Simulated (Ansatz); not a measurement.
## Electronic structure of Ge in real space

The calculation's input:

```
crystal:
  lattice:
    - [5.1357684, 0.0, 0.0]
    - [0.0, 5.1357684, 0.0]
    - [0.0, 0.0, 2.65536]
  atoms:
    - { symbol: Ge, position: [0.0, 0.0, 0.0] }
    - { symbol: Ge, position: [0.0, 0.5, 0.0] }
    - { symbol: Ge, position: [0.5, 0.0, 0.0] }
hamiltonian:
  xc: pbe
  pseudopotentials: { kind: paw }
kpoints:
  mp_grid: { grid: [5, 5, 10] }
scf:
  occupations: { method: fermi_dirac, width: 0.05 }
output:
  forces: true
  stress: true
  eigenvalues: true
  write_density: true
  write_potential: true
  elf: true
  volumetric_format: npy
relax:
  f_tol: 0.01
  max_steps: 40
```

Command:

```sh
ansatz run input.yaml --threads 2 --pin off --max-ram 5632MiB --backend cpu --events-out ev --progress --plain --runs-dir out
```

Below, planes, directions and counts refer to the conventional cell (a = 5.14 Å, b = 5.14 Å, c = 2.66 Å, α = 90.00°, β = 90.00°, γ = 90.00°).

Space group P4/mmm; a generated structure, not necessarily the stable one.

The calculation used Ansatz 0.2.0, Kohn-Sham DFT of a periodic cell, PBE, Ansatz PAW.

In a PAW calculation such maps are meaningful between the atoms, not at the nuclei.

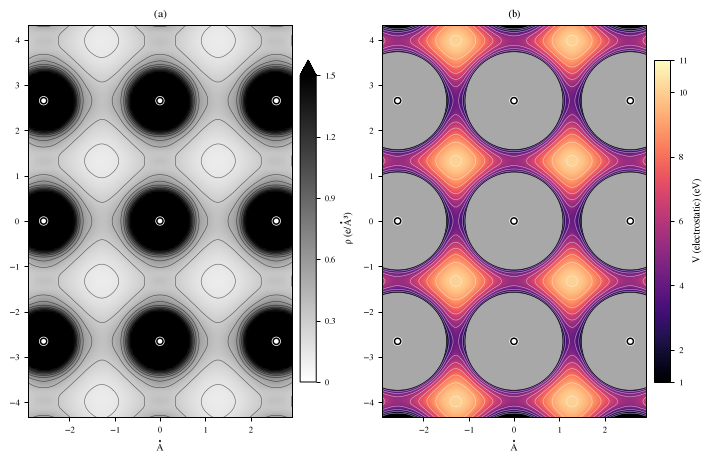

Figure 1. (a) valence pseudo-density; (b) electrostatic potential (local pseudopotential plus Hartree) felt by an electron on the (010) plane of the conventional cell. Circles mark the nuclei in the plane (Ge). Grey discs cover the atomic cores in the potential map.

**Read the bonding off the picture.**

The section cuts through Ge sites.
Ge–Ge (2.57 Å): ρ at the midpoint is about 0.36 e/Å³.
Ge–Ge (2.66 Å): ρ is about 0.37 e/Å³ halfway.
Between the atoms the lowest density in this plane is 0.12 e/Å³.
Outside the cores the potential energy rises away from the atoms and is highest about 1.8 Å from the nearest atoms; its zero is arbitrary.

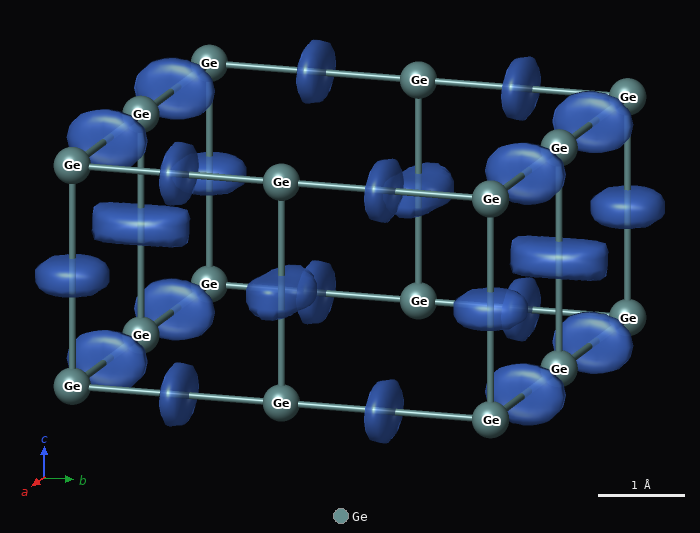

Figure 2. Isosurface of the electron localisation function at 0.55 (blue), seen slightly off an axis. Core shells and regions of very low density are left out. Sticks mark near contacts.

**What do the ELF domains correspond to?**

The surface consists of seven regions between bonded Ge–Ge atoms, counted in one cell of 3 atoms. Regions shared between cells count once. Along the contacts the grid gives the following. Ge–Ge (2.57 Å): the ELF peaks at about 0.65 between the atoms. Ge–Ge (2.66 Å): the ELF peaks at about 0.65 between the atoms.

**Metal or insulator at this level of theory?**

It is metallic or semimetallic at this level of theory: no gap opens.
